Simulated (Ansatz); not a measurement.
# What a change does: band-structure calculation on Ge

System: Ge (2 atoms in the cell).
Method of run A: DFT, r2SCAN, plane waves, PAW, no spin polarisation (Ansatz 0.2.0).

The structure was built on a prototype by a generator. The geometry comes from this level: r2SCAN (a point of a series of strains). Text and figures count atoms from 1; the logs count them from 0 in places.

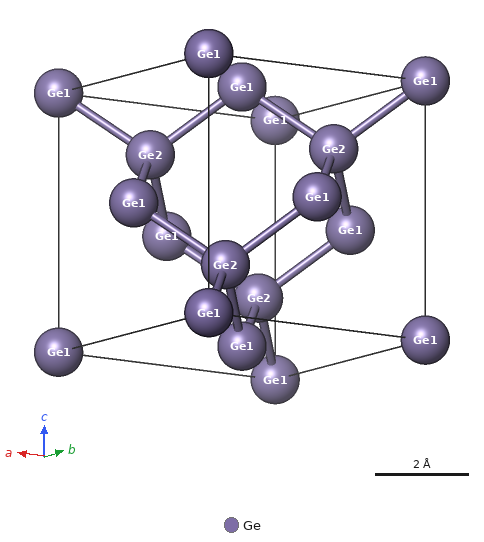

Fig. 1: The structure (ball-and-stick view of the cell 4 times as large as that of the calculation, set on its symmetry axes, seen at an oblique angle; atoms are numbered from 1 in the order of the input). Near neighbours in the crystal (not all of them lie inside the picture): Ge has 4 Ge at 2.46 Å.

The input, run A:
```yaml
crystal:
  lattice:
    - [0.0, 2.8368735121, 2.8368735121]
    - [2.8368735121, 0.0, 2.8368735121]
    - [2.8368735121, 2.8368735121, 0.0]
  atoms:
    - { symbol: Ge, position: [0.0, 0.0, 0.0] }
    - { symbol: Ge, position: [0.25, 0.25, 0.25] }
kpoints:
  mp_grid: { grid: [8, 8, 8] }
  band_path:
    path:
      - [0.0, 0.0, 0.0]
      - [0.5, 0.0, 0.5]
      - [0.625, 0.25, 0.625]
      - [0.375, 0.375, 0.75]
      - [0.5, 0.5, 0.5]
      - [0.5, 0.25, 0.75]
    npoints: 1
hamiltonian:
  xc: r2scan
scf:
  occupations: { method: fermi_dirac, width: 0.02 }
  n_extra_bands: 4
output:
  forces: true
  stress: true
  eigenvalues: true
```

Launched with:
```bash
ansatz run input.yaml --threads 4 --pin off --max-ram 4608MiB --backend cpu --events-out ev --progress --plain --runs-dir out
```

Hardware: 4 threads of Arm Neoverse V1, 24 GiB of memory available, shared host.

Output, shortened to warnings, some set-up lines, iterations and results (run A):
```
Basis set: ecut = 500 eV, 1211 PW (Γ), exchange–correlation on 120×120×120 points (64 copies of the dense FFT grid, shifted against one another)
Symmetry: 48 space group operations
k-points: 29 of 512
Initial density: superposition of atomic densities (neutral atoms: chi_scale 0, normalization atom), corrected by the library's trained network
[...]
SCF iter   1: F=—  HF=-8605.795497 eV  |F-HF|=—  |Δ(HF+E_count)|=         —  Δρ=6.46e-3  dr2=5.91e-3  dr2_τ=4.43e-3  ethr=1.77e-3  ⟨swp⟩=6.1  Hψ=2408  notcnv=0
SCF iter   2: F=—  HF=-8605.805108 eV  |F-HF|=—  |Δ(HF+E_count)|=   9.61e-3  Δρ=1.45e-3  dr2=5.00e-4  dr2_τ=2.36e-5  ethr=2.11e-5  ⟨swp⟩=2.4  Hψ=1290  notcnv=0
SCF iter   3: F=—  HF=-8605.805111 eV  |F-HF|=—  |Δ(HF+E_count)|=   3.08e-6  Δρ=1.03e-3  dr2=1.47e-4  dr2_τ=1.84e-6  ethr=1.79e-6  ⟨swp⟩=2.0  Hψ=863  notcnv=0
SCF iter   4: F=—  HF=-8605.805169 eV  |F-HF|=—  |Δ(HF+E_count)|=   5.71e-5  Δρ=4.70e-5  dr2=6.57e-7  dr2_τ=2.21e-8  ethr=5.25e-7  ⟨swp⟩=2.3  Hψ=671  notcnv=0
SCF iter   5: F=—  HF=-8605.805171 eV  |F-HF|=—  |Δ(HF+E_count)|=   2.67e-6  Δρ=8.96e-6  dr2=1.98e-8  dr2_τ=1.94e-10  ethr=2.34e-9  ⟨swp⟩=2.0  Hψ=928  notcnv=0
SCF iter   6: F=-8605.805171 eV  HF=-8605.805171 eV  |F-HF|=1.46e-11  |Δ(HF+E_count)|=   9.69e-9  Δρ=1.40e-6  dr2=5.56e-10  dr2_τ=1.98e-11  ethr=7.07e-11  ⟨swp⟩=1.1  Hψ=1569  …
SCF 1 converged in 6 iterations: F = -8605.805171 eV  dr2 = 5.56e-10
NSCF: frozen V_eff on 6 k-points
SCF converged after 6 iterations
Free energy (F): -8605.805171 eV
Harris-Foulkes:  -8605.805171 eV  (|F-HF|=1.46e-11)
Internal energy: -8605.805171 eV  (E = F + TS)
E sigma→0 (E₀):  -8605.805171 eV
Entropy (-TS):   -0.000000 eV (-0.000 meV/atom)
Fermi energy:    8.458568 eV
--- Per-component energies (eV) ---
  E_band       = -320.369836
  E_kinetic    = 221.987150
  E_local      = -4956.282308  (includes V_loc(G=0)·N_el)
  E_nonlocal   = 840.019991
  E_hartree    = 2176.722564
  E_xc         = -138.184691
  E_vxc        = -135.786821  (∫ρ·V_xc dr)
  E_paw        = -4068.304849  (= ΣΔE_a)
  E_vpaw       = -651.379284  (= ΣTr[D̂ρ^β])
  E_aug_tail   = 0.000037  (compensation charges beyond the density's cutoff)
  E_vtau       = 7.624838  (kinetic-family band-sum trace: ∫τ·v_τ [+ j·A + Jᵃ·Aᵃ] dr)
  E_ewald      = -2679.591534
  E_core_change = -2.171532  (= ΣΔE_core)
  E_smearing   = -0.000000  (= −TS)
  E_closure    = 0.000000  (closes the sum)
  Σ components = -8605.805171   (vs F -8605.805171, Δ=0.00e0)
--- Forces (eV/Å), atoms counted from 1 ---
  atom   1  Ge    -0.00000000    -0.00000000    -0.00000000
  atom   2  Ge    -0.00000000    -0.00000000     0.00000000
  max |Σ_I F_I| component: 4.63e-17 eV/Å
--- Stress (GPa, compression-positive) ---
       -0.010422       0.000000       0.000000
       -0.000000      -0.010422      -0.000000
        0.000000      -0.000000      -0.010422
  P = ⅓ Tr σ = -0.0104 GPa (-0.104 kbar)
```

For run B the input was changed thus:
```diff
-  xc: r2scan
+  xc: pbe
```

What does this change do to the results?

The total energies belong to different methods, so their difference says nothing on which is more stable or more accurate. The gap of 0.36 eV on the mesh closes. The pressure goes from −0.01 to 3.03 GPa. The functional changes from r2SCAN to PBE. The number of SCF iterations is the same. The default cutoff goes from 500 to 420 eV with the change. The plane waves at Γ go from 1211 to 893.

Output, shortened to warnings, some set-up lines, iterations and results (run B):
```
Basis set: ecut = 420 eV, 893 PW (Γ), exchange–correlation on 54×54×54 points (8 copies of the dense FFT grid, shifted against one another)
Symmetry: 48 space group operations
k-points: 29 of 512
Initial density: superposition of atomic densities (neutral atoms: chi_scale 0, normalization atom), corrected by the library's trained network
[...]
SCF iter   1: F=—  HF=-8589.938051 eV  |F-HF|=—  |Δ(HF+E_count)|=         —  Δρ=1.33e-3  dr2=8.17e-4  ethr=1.77e-3  ⟨swp⟩=6.0  Hψ=2440  notcnv=0
SCF iter   2: F=—  HF=-8589.937791 eV  |F-HF|=—  |Δ(HF+E_count)|=   2.59e-4  Δρ=8.12e-4  dr2=1.76e-4  ethr=2.92e-6  ⟨swp⟩=2.0  Hψ=1237  notcnv=0
SCF iter   3: F=—  HF=-8589.937784 eV  |F-HF|=—  |Δ(HF+E_count)|=   7.28e-6  Δρ=2.83e-4  dr2=2.42e-5  ethr=6.29e-7  ⟨swp⟩=2.0  Hψ=929  notcnv=0
SCF iter   4: F=—  HF=-8589.937809 eV  |F-HF|=—  |Δ(HF+E_count)|=   2.46e-5  Δρ=1.27e-4  dr2=6.96e-6  ethr=8.65e-8  ⟨swp⟩=2.0  Hψ=611  notcnv=0
SCF iter   5: F=—  HF=-8589.937817 eV  |F-HF|=—  |Δ(HF+E_count)|=   7.85e-6  Δρ=4.45e-5  dr2=7.17e-7  ethr=2.49e-8  ⟨swp⟩=2.0  Hψ=640  notcnv=0
SCF iter   6: F=-8589.937816 eV  HF=-8589.937817 eV  |F-HF|=1.12e-7  |Δ(HF+E_count)|=   1.60e-8  Δρ=1.58e-5  dr2=5.98e-8  ethr=3.57e-10  ⟨swp⟩=2.5  Hψ=2000  notcnv=0
SCF 1 converged in 6 iterations: F = -8589.937816 eV  dr2 = 5.98e-8
NSCF: frozen V_eff on 6 k-points
SCF converged after 6 iterations
Free energy (F): -8589.937816 eV
Harris-Foulkes:  -8589.937817 eV  (|F-HF|=1.12e-7)
Internal energy: -8589.937653 eV  (E = F + TS)
E sigma→0 (E₀):  -8589.937735 eV
Entropy (-TS):   -0.000163 eV (-0.082 meV/atom)
Fermi energy:    8.482363 eV
--- Per-component energies (eV) ---
  E_band       = -300.977754
  E_kinetic    = 223.009684
  E_local      = -4953.152877  (includes V_loc(G=0)·N_el)
  E_nonlocal   = 837.109754
  E_hartree    = 2173.643246
  E_xc         = -151.187447
  E_vxc        = -129.283902  (∫ρ·V_xc dr)
  E_paw        = -4039.769295  (= ΣΔE_a)
  E_vpaw       = -625.933774  (= ΣTr[D̂ρ^β])
  E_aug_tail   = 0.000816  (compensation charges beyond the density's cutoff)
  E_ewald      = -2679.591534
  E_smearing   = -0.000163  (= −TS)
  E_closure    = 0.000000  (closes the sum)
  Σ components = -8589.937816   (vs F -8589.937816, Δ=0.00e0)
--- Forces (eV/Å), atoms counted from 1 ---
  atom   1  Ge     0.00000000     0.00000000    -0.00000000
  atom   2  Ge     0.00000000    -0.00000000    -0.00000000
  max |Σ_I F_I| component: 1.85e-17 eV/Å
--- Stress (GPa, compression-positive) ---
        3.034132      -0.000000      -0.000000
        0.000000       3.034132       0.000000
       -0.000000      -0.000000       3.034132
  P = ⅓ Tr σ = 3.0341 GPa (30.341 kbar)
```

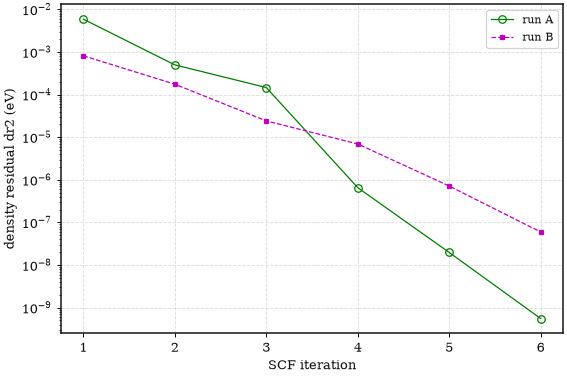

Fig. 2: Convergence of the two runs: density residual dr2 against the SCF iteration. Run A takes 6 iterations in all, and run B takes 6.

The two runs side by side:

| quantity | run A | run B |
| --- | --- | --- |
| outcome | converged | converged |
| free energy per atom (eV) | −4302.9026 | −4294.9689 |
| gap on the mesh (eV) | 0.36 | 0.00 |
| pressure (GPa) | −0.01 | 3.03 |
| largest force (eV/Å) | 0.000 | 0.000 |
| SCF iterations | 6 | 6 |
| irreducible k-points | 29 | 29 |
| plane waves at Γ | 1211 | 893 |
| wall time (shared host) | 1.2 s | 0.63 s |
